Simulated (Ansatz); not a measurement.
**V(100) with 4 layers of random V-Ru, 2x2: scattering by chemical disorder**

How strongly does chemical disorder scatter in V(100) with 4 layers of random V-Ru, 2x2?

Method: Ansatz plane-wave DFT, PBE, PAW files; ballistic transport by layer matching (Landauer), zero bias; PAW set soft_1, in Ansatz 0.2.0.

### Step 1. Set-up

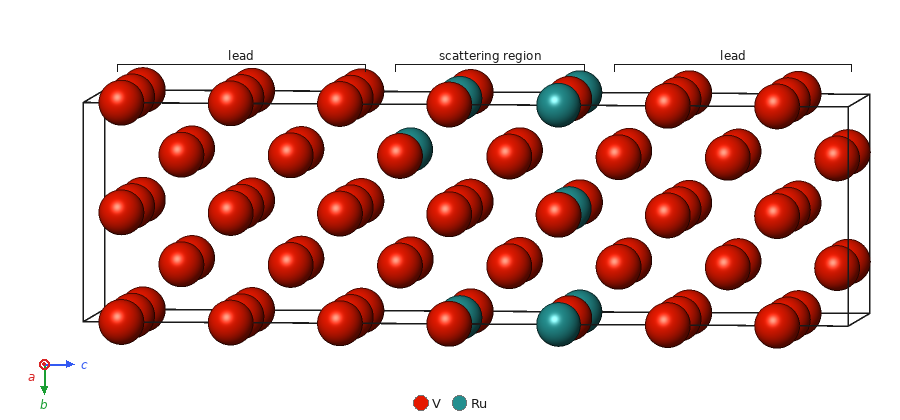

The starting structure, seen from the side, with the c axis across the page (vanadium red, ruthenium teal). Some periodic images of atoms are drawn too.

The cell holds 56 atoms: 52 V and 4 Ru. Its edges and angles: a = 6.052 Å, b = 6.052 Å, c = 21.182 Å, α = 90.0°, β = 90.0°, γ = 90.0°. It derives from V. Regions: lead, 40 atoms (40 V); scattering region, 16 atoms (4 Ru and 12 V). The structure is stacked along c, and the current runs across the ab planes.

### Step 2. With 4 alloy layers

In 4 layers a share of 0.25 of the sites is given to Ru at random. The layers about the cell's end stay perfect and serve as the lead. Disorder leaves little or no symmetry, which makes such runs dear. Energies from -0.05 to 0.05 eV in steps of 0.05 eV are too few for the program's thermal sum, so it prints no conductance; for a metal the transmission near the Fermi level serves, at a fraction of the cost.

input.yaml reads:

```yaml
crystal:
  lattice:
    - [6.052, 0.0, 0.0]
    - [0.0, 6.052, 0.0]
    - [0.0, 0.0, 21.182]
  atoms:
    - { symbol: V, position: [0.0, 0.0, 0.0357142857] }
    - { symbol: V, position: [0.0, 0.5, 0.0357142857] }
    - { symbol: V, position: [0.5, 0.0, 0.0357142857] }
    - { symbol: V, position: [0.5, 0.5, 0.0357142857] }
    - { symbol: V, position: [0.25, 0.25, 0.1071428571] }
    - { symbol: V, position: [0.25, 0.75, 0.1071428571] }
    - { symbol: V, position: [0.75, 0.25, 0.1071428571] }
    - { symbol: V, position: [0.75, 0.75, 0.1071428571] }
    - { symbol: V, position: [0.0, 0.0, 0.1785714286] }
    - { symbol: V, position: [0.0, 0.5, 0.1785714286] }
    - { symbol: V, position: [0.5, 0.0, 0.1785714286] }
    - { symbol: V, position: [0.5, 0.5, 0.1785714286] }
    - { symbol: V, position: [0.25, 0.25, 0.25] }
    - { symbol: V, position: [0.25, 0.75, 0.25] }
    - { symbol: V, position: [0.75, 0.25, 0.25] }
    - { symbol: V, position: [0.75, 0.75, 0.25] }
    - { symbol: V, position: [0.0, 0.0, 0.3214285714] }
    - { symbol: V, position: [0.0, 0.5, 0.3214285714] }
    - { symbol: V, position: [0.5, 0.0, 0.3214285714] }
    - { symbol: V, position: [0.5, 0.5, 0.3214285714] }
    - { symbol: Ru, position: [0.25, 0.25, 0.3928571429] }
    - { symbol: V, position: [0.25, 0.75, 0.3928571429] }
    - { symbol: V, position: [0.75, 0.25, 0.3928571429] }
    - { symbol: V, position: [0.75, 0.75, 0.3928571429] }
    - { symbol: V, position: [0.0, 0.0, 0.4642857143] }
    - { symbol: V, position: [0.0, 0.5, 0.4642857143] }
    - { symbol: Ru, position: [0.5, 0.0, 0.4642857143] }
    - { symbol: V, position: [0.5, 0.5, 0.4642857143] }
    - { symbol: V, position: [0.25, 0.25, 0.5357142857] }
    - { symbol: V, position: [0.25, 0.75, 0.5357142857] }
    - { symbol: V, position: [0.75, 0.25, 0.5357142857] }
    - { symbol: V, position: [0.75, 0.75, 0.5357142857] }
    - { symbol: Ru, position: [0.0, 0.0, 0.6071428571] }
    - { symbol: V, position: [0.0, 0.5, 0.6071428571] }
    - { symbol: V, position: [0.5, 0.0, 0.6071428571] }
    - { symbol: Ru, position: [0.5, 0.5, 0.6071428571] }
    - { symbol: V, position: [0.25, 0.25, 0.6785714286] }
    - { symbol: V, position: [0.25, 0.75, 0.6785714286] }
    - { symbol: V, position: [0.75, 0.25, 0.6785714286] }
    - { symbol: V, position: [0.75, 0.75, 0.6785714286] }
    - { symbol: V, position: [0.0, 0.0, 0.75] }
    - { symbol: V, position: [0.0, 0.5, 0.75] }
    - { symbol: V, position: [0.5, 0.0, 0.75] }
    - { symbol: V, position: [0.5, 0.5, 0.75] }
    - { symbol: V, position: [0.25, 0.25, 0.8214285714] }
    - { symbol: V, position: [0.25, 0.75, 0.8214285714] }
    - { symbol: V, position: [0.75, 0.25, 0.8214285714] }
    - { symbol: V, position: [0.75, 0.75, 0.8214285714] }
    - { symbol: V, position: [0.0, 0.0, 0.8928571429] }
    - { symbol: V, position: [0.0, 0.5, 0.8928571429] }
    - { symbol: V, position: [0.5, 0.0, 0.8928571429] }
    - { symbol: V, position: [0.5, 0.5, 0.8928571429] }
    - { symbol: V, position: [0.25, 0.25, 0.9642857143] }
    - { symbol: V, position: [0.25, 0.75, 0.9642857143] }
    - { symbol: V, position: [0.75, 0.25, 0.9642857143] }
    - { symbol: V, position: [0.75, 0.75, 0.9642857143] }
kpoints:
  mp_grid: { grid: [4, 4, 1] }
hamiltonian:
  xc: pbe
  pseudopotentials: { kind: paw, azcp: { folder: soft_1 } }
scf:
  occupations: { method: fermi_dirac, width: 0.1 }
output:
  transmission: { leads: [[0, 4]], kmesh: [8, 8], e_range: [-0.05, 0.05], de: 0.05 }
  write_potential: true
  write_density: true
  volumetric_format: npy
```

The run is started by

```console
$ ansatz run input.yaml --threads 4 --pin off --max-ram 15360MiB --backend cpu --events-out ev --progress --plain --runs-dir out
```

Numbers of over 12 decimals in the logs are rounded to 6 here.

The program printed:

```text
Engine: ansatz 0.2.0, aarch64-unknown-linux-gnu
Pseudopotentials: kind: paw
Pseudopotential: V, paw, valence charge 13, recommended cutoff 420 eV (normal), soft_1/V.paw.azcp
Pseudopotential: Ru, paw, valence charge 16, recommended cutoff 420 eV (normal), soft_1/Ru.paw.azcp
Functional definition: PBE
  parameter kappa = 0.804
  parameter beta = 0.066725
  exchange = pbe_x(kappa = kappa, mu = beta*pi^2/3)
  correlation = pbe_c(beta = beta)
Crystal: 56 atoms, lattice volume = 775.827 Å³
Basis set: ecut = 420 eV, 15155 PW (Γ)
Bands: 444, of which v1, the nominal top of the filled ones, is band 370 counted from 1 (369 counted from 0)
Symmetry: 2 space group operations
Space group: Cm (ITA 8), of the structure as read, at distance tolerance 9.2e-5 Å
k-points: 7 of 16 (time reversal used)
Non-local potential: V, projectors of the file, l = 0: 3, l = 1: 2, l = 2: 3, l = 3: 1
Non-local potential: Ru, projectors of the file, l = 0: 3, l = 1: 2, l = 2: 2, l = 3: 1
PAW form: soft (Blöchl's): semilocal exchange-correlation on the pseudo side does not see the compensation charge
PAW one-centre angular grid: V, 590 points (default); XC on 64 Gauss nodes
PAW one-centre angular grid: Ru, 590 points (default); XC on 64 Gauss nodes
Initial density: superposition of atomic densities (chi_scale 0.1, normalization cell, long waves of neutral atoms (reshape's long-wave potential 4.71 eV rms, cloud 2.99 Å wide))
Initial wavefunctions: pseudopotential atomic-orbital guess
Functional: x = pbe(κ = 0.804, μ = 0.219515), c = pbe(β = 0.066725)
SCF iter   1: F=—  HF=-175055.049088 eV  |F-HF|=—  |Δ(HF+E_count)|=         —  Δρ=1.97e-1  dr2=3.30e3  ethr=3.10e-3  ⟨swp⟩=6.9  Hψ=11969  notcnv=0
preconditioner: auto → Kerker (q_TF=auto, 2.707 Å⁻¹)  [metal: Δε(μ)=0.005 eV  Ē_g=3.367 eV  σ=0.100 eV  W_gap=0.01  n_scr=262 (ndim 8)  ℏωp=22.8 eV  f_vac=0.000  D(μ)=58.97/eV (n_scr^D=652)]
SCF iter   2: F=—  HF=-174971.567588 eV  |F-HF|=—  |Δ(HF+E_count)|=    8.35e1  Δρ=6.50e-2  dr2=3.69e2  ethr=3.10e-3  ⟨swp⟩=14.0  Hψ=21874  notcnv=0  defer=10
SCF iter   3: F=—  HF=-174966.981030 eV  |F-HF|=—  |Δ(HF+E_count)|=    4.59e0  Δρ=3.10e-2  dr2=4.33e1  ethr=3.10e-3  ⟨swp⟩=9.4  Hψ=10142  notcnv=0  defer=7
SCF iter   4: F=—  HF=-174966.382622 eV  |F-HF|=—  |Δ(HF+E_count)|=   5.98e-1  Δρ=9.82e-3  dr2=1.28e0  ethr=3.10e-3  ⟨swp⟩=7.7  Hψ=8150  notcnv=0  defer=5
SCF iter   5: F=—  HF=-174966.320903 eV  |F-HF|=—  |Δ(HF+E_count)|=   6.17e-2  Δρ=3.16e-3  dr2=9.78e-2  ethr=1.73e-4  ⟨swp⟩=4.7  Hψ=6467  notcnv=0  defer=13
SCF iter   6: F=—  HF=-174966.315009 eV  |F-HF|=—  |Δ(HF+E_count)|=   5.89e-3  Δρ=6.68e-4  dr2=3.94e-3  ethr=1.32e-5  ⟨swp⟩=4.0  Hψ=4712  notcnv=0  defer=3
SCF iter   7: F=—  HF=-174966.314706 eV  |F-HF|=—  |Δ(HF+E_count)|=   3.03e-4  Δρ=2.23e-4  dr2=7.98e-4  ethr=5.32e-7  ⟨swp⟩=2.3  Hψ=4241  notcnv=0  defer=2
SCF iter   8: F=—  HF=-174966.314650 eV  |F-HF|=—  |Δ(HF+E_count)|=   5.56e-5  Δρ=7.14e-5  dr2=1.29e-4  ethr=1.08e-7  ⟨swp⟩=2.0  Hψ=3858  notcnv=0
SCF iter   9: F=—  HF=-174966.314664 eV  |F-HF|=—  |Δ(HF+E_count)|=   1.35e-5  Δρ=2.10e-5  dr2=8.54e-6  ethr=1.74e-8  ⟨swp⟩=2.0  Hψ=3353  notcnv=0
SCF iter  10: F=—  HF=-174966.314869 eV  |F-HF|=—  |Δ(HF+E_count)|=   2.05e-4  Δρ=7.98e-6  dr2=8.06e-7  ethr=1.15e-9  ⟨swp⟩=2.0  Hψ=4222  notcnv=0
SCF iter  11: F=—  HF=-174966.314869 eV  |F-HF|=—  |Δ(HF+E_count)|=   3.33e-8  Δρ=2.99e-6  dr2=1.05e-7  ethr=1.35e-11  ⟨swp⟩=17.9  Hψ=12308  notcnv=0
SCF iter  12: F=-174966.314869 eV  HF=-174966.314869 eV  |F-HF|=4.16e-9  |Δ(HF+E_count)|=   5.97e-9  Δρ=7.22e-7  dr2=4.87e-9  ethr=1.35e-11  ⟨swp⟩=2.0  Hψ=5711  notcnv=0
SCF 1 converged in 12 iterations: F = -174966.314869 eV  dr2 = 4.87e-9
  greatest PAW one-centre occupation: 1.000 electrons in one spin orbital (limit 2), on the V atom at site 31 (counted from 0), in its partial waves of l = 0
transmission: 69 of 630 steps passed
transmission: 132 of 630 steps passed
[...]
transmission: 630 of 630 steps passed
SCF converged after 12 iterations
Free energy (F): -174966.314869 eV
Harris-Foulkes:  -174966.314869 eV  (|F-HF|=4.16e-9)
Internal energy: -174963.651845 eV  (E = F + TS)
E sigma→0 (E₀):  -174964.983357 eV
Entropy (-TS):   -2.663024 eV (-47.554 meV/atom)
Fermi energy:    16.548877 eV
--- Per-component energies (eV) ---
  E_band       = -8199.555645
  E_kinetic    = 17172.533498
  E_local      = -57939.657597  (includes V_loc(G=0)·N_el)
  E_nonlocal   = 5867.490290
  E_hartree    = 23631.167604
  E_xc         = -6656.362019
  E_vxc        = -8419.923632  (∫ρ·V_xc dr)
  E_paw        = -72507.820180  (= ΣΔE_a)
  E_vpaw       = -12142.374938  (= ΣTr[D̂ρ^β])
  E_aug_tail   = 0.053140  (compensation charges beyond the density's cutoff)
  E_ewald      = -84531.056581
  E_smearing   = -2.663024  (= −TS)
  E_closure    = -0.000000  (closes the sum)
  Σ components = -174966.314869   (vs F -174966.314869, Δ=0.00e0)
--- Band table (eV; the first three rows and the last of 7) ---
  k-point 0: bands = [... 366 lower, 16.9332, 16.9671, 16.9832, 17.0068, 17.0298, 17.0320, 17.0571, 17.0695, ... 70 higher]
  k-point 1: bands = [... 366 lower, 16.7337, 16.7545, 16.7814, 16.7921, 16.7989, 16.8198, 16.8397, 16.8703, ... 70 higher]
  k-point 2: bands = [... 366 lower, 16.3849, 16.3884, 16.3928, 16.4037, 16.4293, 16.4344, 16.4400, 16.4463, ... 70 higher]
  k-point 6: bands = [... 366 lower, 16.0277, 16.0530, 16.0760, 16.0840, 16.0899, 16.0928, 16.0996, 16.1039, ... 70 higher]
--- Transmission ---
  basis      : 325 plane waves across, 30 finite elements along
  points     : 21, standing for a mesh of 8 x 8
  energies   : 3 from -0.050000 to 0.050000 eV about the Fermi level, 0.050000 eV apart; the leads are filled to 0.000000 eV, and channels, transmission and decay are at 0.000000 eV
  crystal 0  : V4, at the sites [0, 4], period 1.5130 Å, over 15.13 Å; its Hamiltonian steps by up to 3.4 meV
    offset         : up to 0.0000 Å between an atom of the period and one for which it stands
    channels       : 1.004688e1 a spin
    conductance    : none, the energies end too early or step too widely for 300 K: set another output.transmission.e_range or a lower de, or, where they end at an eighth of basis.ecutwfc, a higher one
  junction   : crystal 0 to crystal 0, 0.70 to 20.37 Å
    transmission   : 5.308178e0 a spin
    conductance    : none, the energies end too early or step too widely for 300 K: set another output.transmission.e_range or a lower de, or, where they end at an eighth of basis.ecutwfc, a higher one
```

Run time: 13 min. Hardware: 4 threads of Arm Neoverse V1, shared host; peak memory 6.5 GiB; 45 min of CPU time.

In the SCF lines HF is the Harris–Foulkes energy and dr2 the Hartree energy of the density residual, in eV; the loop may stop once dr2 is under the threshold and the program's other checks hold. Hψ counts applications of the Hamiltonian.

This run has no spin polarisation, although V can carry a moment.

Numbers from this step:

```yaml
free_energy: -174966.3149 eV
energy_at_zero_smearing: -174964.9834 eV
fermi_energy: 16.55 eV
cell_area: 36.63 Å²
transmission_per_spin_nearest_the_fermi_level: 5.308
open_channels_per_spin_nearest_the_fermi_level: 10.05
step_of_the_lead_s_potential: 3.4 meV
```

Per spin. Table of transmission, zone mean by energy, zero at the Fermi level:

| energy (eV) | transmission, zone mean |
| --- | --- |
| -0.0500 | 5.40 |
| 0.0000 | 5.31 |
| 0.0500 | 5.12 |

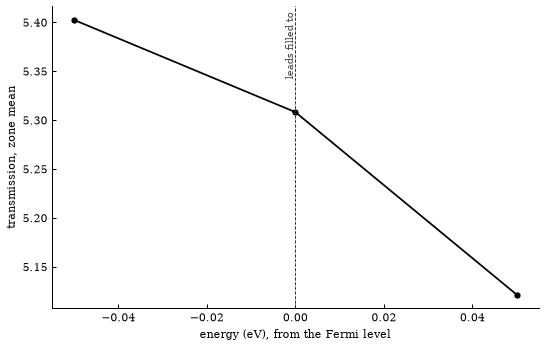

Transmission, zone mean, plotted against energy.

Per spin. The open channels, zone mean, lead by energy, zero at the Fermi level:

| energy (eV) | open channels, zone mean, lead |
| --- | --- |
| -0.0500 | 10.5 |
| 0.0000 | 10.0 |
| 0.0500 | 9.42 |

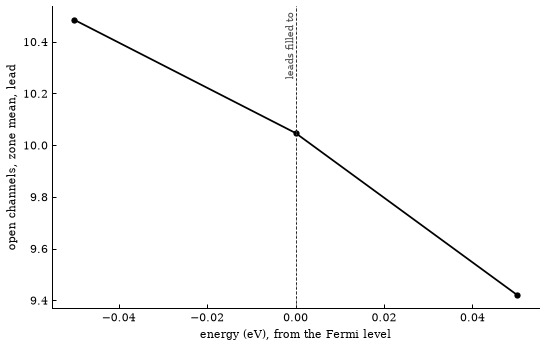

Open channels, zone mean, lead, plotted against energy.

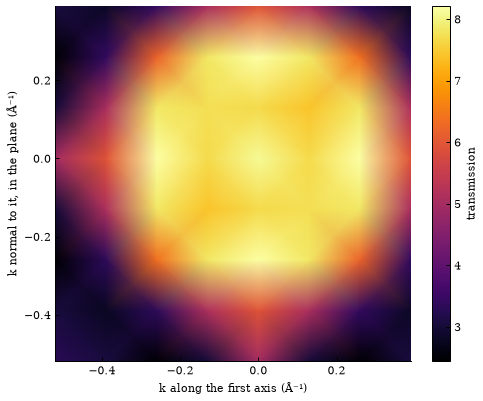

Transmission over k1 and k2. At 0.0000 eV from the Fermi level.

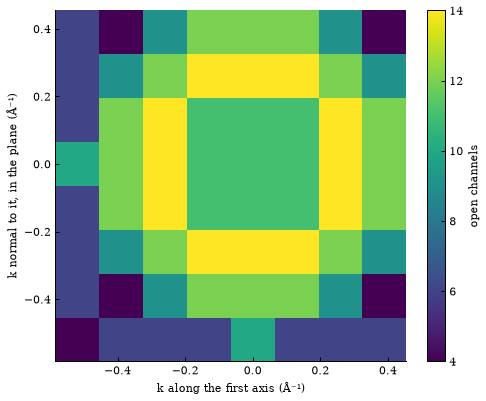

Open channels over k1 and k2. At 0.0000 eV from the Fermi level.

Over the solved energies the transmission per spin lies between 5.12 and 5.40, out of 9.98 channels of the lead on average (up to 10.5).

(Continued in part 2 of 2.)

[Logs are printed without paths, hosts, clocks, repeated set-up lines and the standing remarks that a program may print on its own settings, such as how far it seeks lower states.]

[Hosts, paths, dates, database ids (printed as entryN), source tags and the programs' standing remarks are cut or masked in the printed files.]
